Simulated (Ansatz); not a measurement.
# Single-point calculation of InP

- system: InP (F-43m, 2 atoms in the cell)
- method: DFT PBE, scalar-relativistic, plane waves, PAW, no spin polarisation (Ansatz 0.2.0)

The structure derives from an entry of the Crystallography Open Database. Figures and captions count atoms from 1; the log counts them from 0 in places.

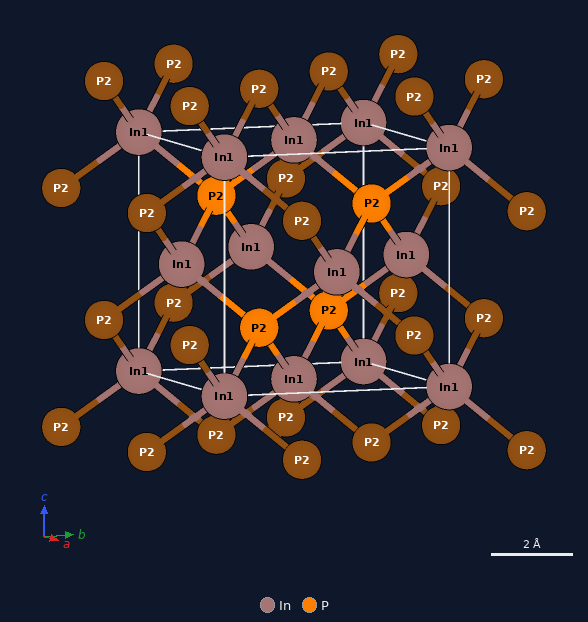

*The structure as given in the input (ball-and-stick view of the cell 4 times as large as that of the calculation, set on its symmetry axes, seen slightly off an axis; neighbours outside the cell are drawn fainter; atoms are numbered from 1 in the order of the input).*

Near neighbours in the crystal (not all of them lie inside the picture): In has 4 P at 2.58 Å; P has 4 In at 2.58 Å.

## Results in brief

| quantity | value |
| --- | --- |
| outcome | converged |
| space group (tolerance 0.01 Å) | F-43m (216) |
| electrons treated | 18 |
| free energy | −6354.0083 eV |
| Fermi energy | 6.595 eV |
| gap on the k-point mesh | 0.44 eV |
| gap on the band path | 0.44 eV |
| pressure | −0.02 GPa |
| largest force (length of the vector) | under 0.001 eV/Å |
| hardware | 8 threads of Arm Neoverse N1, 98 GiB of memory available, shared host |
| wall time | 2 s (CPU time 11 s) |
| peak memory | 0.39 GiB |

## Input
```yaml
crystal:
  lattice:
    - [0.0, 2.9800342069, 2.9800342069]
    - [2.9800342069, 0.0, 2.9800342069]
    - [2.9800342069, 2.9800342069, 0.0]
  atoms:
    - { symbol: In, position: [0.0, 0.0, 0.0] }
    - { symbol: P, position: [0.25, 0.25, 0.25] }
basis:
  ecutwfc: 420
  xc_grid: 2
kpoints:
  mp_grid: { grid: [10, 10, 10] }
  band_path: { path: [VBM, CBM], npoints: 2 }
hamiltonian:
  xc: pbe
scf:
  occupations: { method: gaussian, width: 0.02 }
output:
  forces: true
  stress: true
  eigenvalues: true
```

Command:
```bash
ansatz run input.yaml --threads 8 --pin off --max-ram 22528MiB --backend cpu --events-out ev --progress --plain --runs-dir out
```

## What the program printed
```
Engine: ansatz 0.2.0, aarch64-unknown-linux-gnu
Pseudopotentials: kind: paw
Pseudopotential: In, paw, valence charge 13, recommended cutoff 420 eV (normal), In.paw.azcp
Pseudopotential: P, paw, valence charge 5, recommended cutoff 420 eV (normal), P.paw.azcp
Functional definition: PBE
  parameter kappa = 0.804
  parameter beta = 0.06672455060314922
  exchange = pbe_x(kappa = kappa, mu = beta*pi^2/3)
  correlation = pbe_c(beta = beta)
Crystal: 2 atoms, lattice volume = 52.929 Å³
Basis set: ecut = 420 eV, 1037 PW (Γ), exchange–correlation on 60×60×60 points (8 copies of the dense FFT grid, shifted against one another)
Bands: 13, of which v1, the nominal top of the filled ones, is band 9 counted from 1 (8 counted from 0)
Symmetry: 24 space group operations
Space group: F-43m (ITA 216), of the structure as read, at distance tolerance 3.8e-5 Å
k-points: 47 of 1000 (time reversal used)
Non-local potential: In, projectors of the file, l = 0: 2, l = 1: 2, l = 2: 2, l = 3: 2
Non-local potential: P, projectors of the file, l = 0: 2, l = 1: 2, l = 2: 2
PAW form: soft (Blöchl's): semilocal exchange-correlation on the pseudo side does not see the compensation charge
PAW one-centre angular grid: In, 590 points (default); XC on 64 Gauss nodes
PAW one-centre angular grid: P, 110 points (default); XC on 64 Gauss nodes
Initial density: superposition of atomic densities (neutral atoms: chi_scale 0, normalization atom), corrected by the library's trained network
Initial wavefunctions: pseudopotential atomic-orbital guess
Functional: x = pbe(κ = 0.804, μ = 0.2195149727645171), c = pbe(β = 0.06672455060314922)
SCF iter   1: F=—  HF=-6354.010576 eV  |F-HF|=—  |Δ(HF+E_count)|=         —  Δρ=1.96e-3  dr2=4.55e-3  ethr=1.77e-3  ⟨swp⟩=6.6  Hψ=4209  notcnv=0
preconditioner: auto → none  [insulator: Δε(μ)=0.426 eV  Ē_g=14.544 eV  σ=0.020 eV  W_gap=1.00  n_scr=14 (ndim 8)  ℏωp=21.7 eV  f_vac=0.030  D(μ)=0.00/eV (n_scr^D=0)  ε∞_Penn≈3.2]
SCF iter   2: F=—  HF=-6354.008453 eV  |F-HF|=—  |Δ(HF+E_count)|=   2.12e-3  Δρ=1.16e-3  dr2=7.38e-4  ethr=2.53e-5  ⟨swp⟩=2.9  Hψ=1751  notcnv=0
SCF iter   3: F=—  HF=-6354.008278 eV  |F-HF|=—  |Δ(HF+E_count)|=   1.75e-4  Δρ=3.50e-4  dr2=7.16e-5  ethr=4.10e-6  ⟨swp⟩=2.0  Hψ=1061  notcnv=0
SCF iter   4: F=—  HF=-6354.008337 eV  |F-HF|=—  |Δ(HF+E_count)|=   5.85e-5  Δρ=1.05e-4  dr2=4.88e-6  ethr=3.98e-7  ⟨swp⟩=2.8  Hψ=1211  notcnv=0
SCF iter   5: F=—  HF=-6354.008342 eV  |F-HF|=—  |Δ(HF+E_count)|=   5.12e-6  Δρ=7.38e-5  dr2=2.47e-6  ethr=2.71e-8  ⟨swp⟩=2.0  Hψ=1035  notcnv=0
SCF iter   6: F=-6354.008341 eV  HF=-6354.008341 eV  |F-HF|=8.10e-9  |Δ(HF+E_count)|=   6.87e-7  Δρ=7.84e-6  dr2=2.52e-8  ethr=5.56e-10  ⟨swp⟩=5.0  Hψ=3499  notcnv=0
SCF 1 converged in 6 iterations: F = -6354.008341 eV  dr2 = 2.52e-8
  greatest PAW one-centre occupation: 0.981 electrons in one spin orbital (limit 2), on the In atom at site 0 (counted from 0), in its partial waves of l = 2
NSCF: frozen V_eff on 16 k-points
NSCF: frozen V_eff on 16 k-points
NSCF: frozen V_eff on 14 k-points
NSCF: frozen V_eff on 2 k-points
NSCF: frozen V_eff on 2 k-points
NSCF: frozen V_eff on 2 k-points
NSCF: frozen V_eff on 2 k-points
NSCF: frozen V_eff on 2 k-points
NSCF: frozen V_eff on 2 k-points
NSCF: frozen V_eff on 3 k-points
SCF converged after 6 iterations
Free energy (F): -6354.008341 eV
Harris-Foulkes:  -6354.008341 eV  (|F-HF|=8.10e-9)
Internal energy: -6354.008341 eV  (E = F + TS)
E sigma→0 (E₀):  -6354.008341 eV
Fermi energy:    6.595015 eV
--- Per-component energies (eV) ---
  E_band       = -61.239838
  E_kinetic    = 312.184736
  E_local      = -1428.462632  (includes V_loc(G=0)·N_el)
  E_nonlocal   = 401.286043
  E_hartree    = 562.524884
  E_xc         = -275.996923
  E_vxc        = -159.058106  (∫ρ·V_xc dr)
  E_paw        = -4725.126835  (= ΣΔE_a)
  E_vpaw       = -312.244358  (= ΣTr[D̂ρ^β])
  E_aug_tail   = 0.000028  (compensation charges beyond the density's cutoff)
  E_ewald      = -1200.417641
  E_smearing   = -0.000000  (= −TS)
  E_closure    = -0.000000  (closes the sum)
  Σ components = -6354.008341   (vs F -6354.008341, Δ=0.00e0)
--- Forces (eV/Å), atoms counted from 1 ---
  atom   1  In     0.00000000    -0.00000000     0.00000000
  atom   2  P     -0.00000000     0.00000000    -0.00000000
  max |Σ_I F_I| component: 9.25e-17 eV/Å
--- Stress (GPa, compression-positive) ---
       -0.019717       0.000000      -0.000000
       -0.000000      -0.019717       0.000000
        0.000000       0.000000      -0.019717
  P = ⅓ Tr σ = -0.0197 GPa (-0.197 kbar)
--- Band table (eV; the first three rows and the last of 47) ---
  k-point 0: bands = ["-7.7199", "-7.7199", "-7.7199", "-7.5913", "-7.5913", "-4.8103", "6.3741", "6.3741", "6.3741", "6.8150", "10.4612", "10.4612", "10.4612"]
  k-point 1: bands = ["-7.7298", "-7.7158", "-7.7158", "-7.5913", "-7.5913", "-4.7044", "5.1871", "6.2605", "6.2605", "7.6698", "10.5048", "10.6361", "10.6361"]
  k-point 2: bands = ["-7.7550", "-7.7058", "-7.7058", "-7.5904", "-7.5904", "-4.4006", "3.7303", "6.0008", "6.0008", "8.0459", "10.9913", "10.9913", "11.0535"]
  k-point 46: bands = ["-7.8497", "-7.6655", "-7.6385", "-7.6108", "-7.5761", "-2.5928", "0.9620", "3.6794", "3.7271", "10.1641", "10.2598", "12.3883", "12.9059"]
```

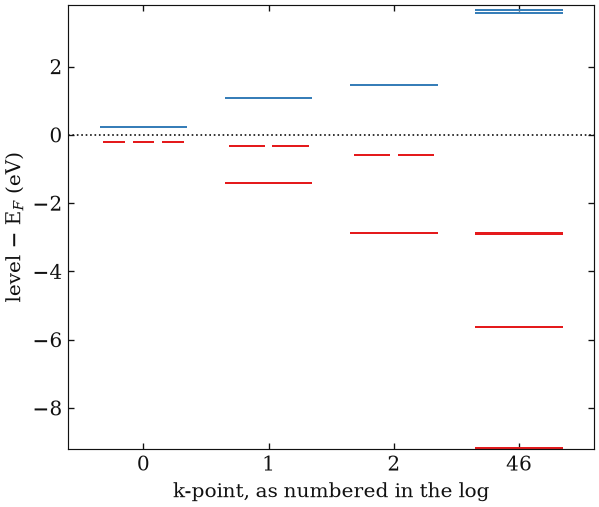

*Kohn–Sham levels near the Fermi level (dotted) at the few k-points that the log prints; levels within 0.02 eV of each other stand side by side.*

Among these points the highest filled and lowest empty levels are 0.44 eV apart, which is the gap on the mesh.
